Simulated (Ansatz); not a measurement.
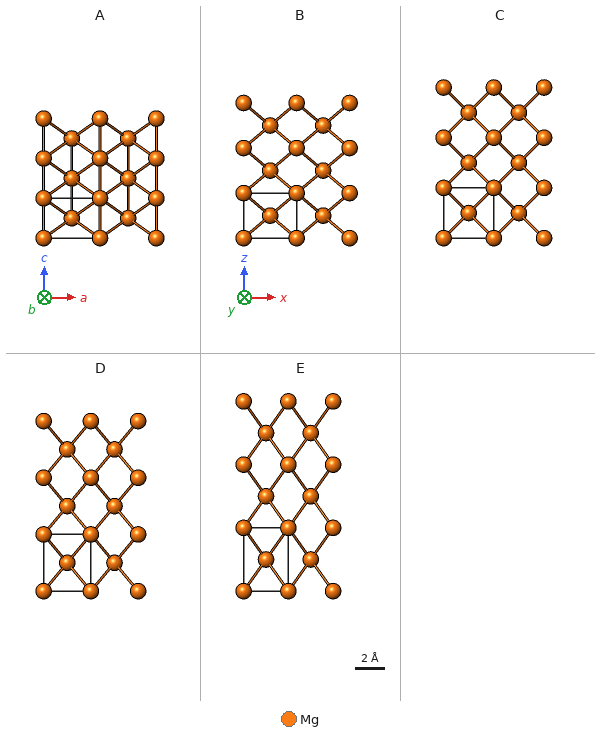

Frames of a one-coordinate scan of solid Mg (Im-3m). x, y and z are the Cartesian axes of the input. A ball-and-stick model of the conventional cell (2 times the calculation's cell), repeated 2 × 3 × 3 with one cell outlined, seen along the b axis. Lengths and directions refer to the drawn axes.

These are results of DFT PBEsol, scalar-relativistic, plane waves, PAW in Ansatz 0.2.0, not measurements. Set-up: plane-wave cutoff 420 eV; k-point mesh 26 × 26 × 26; occupations gaussian; smearing width 0.15 eV; no spin polarisation. Energies (free energies at the smearing named) are counted from the relaxed crystal.

What is being scanned?

The ratio of the cell's length along z to its lengths across, counted as 1 for the reference, is changed at fixed volume (a tetragonal or Bain path), with the atoms kept at their fractional coordinates. In the frames the relative ratio is 0.707 (A), 0.85 (B), 1.00 (C), 1.20 (D), 1.414 (E). Their energies are 118.0 meV/atom, 6.7 meV/atom, 0.0 meV/atom, −7.2 meV/atom, −14.6 meV/atom.
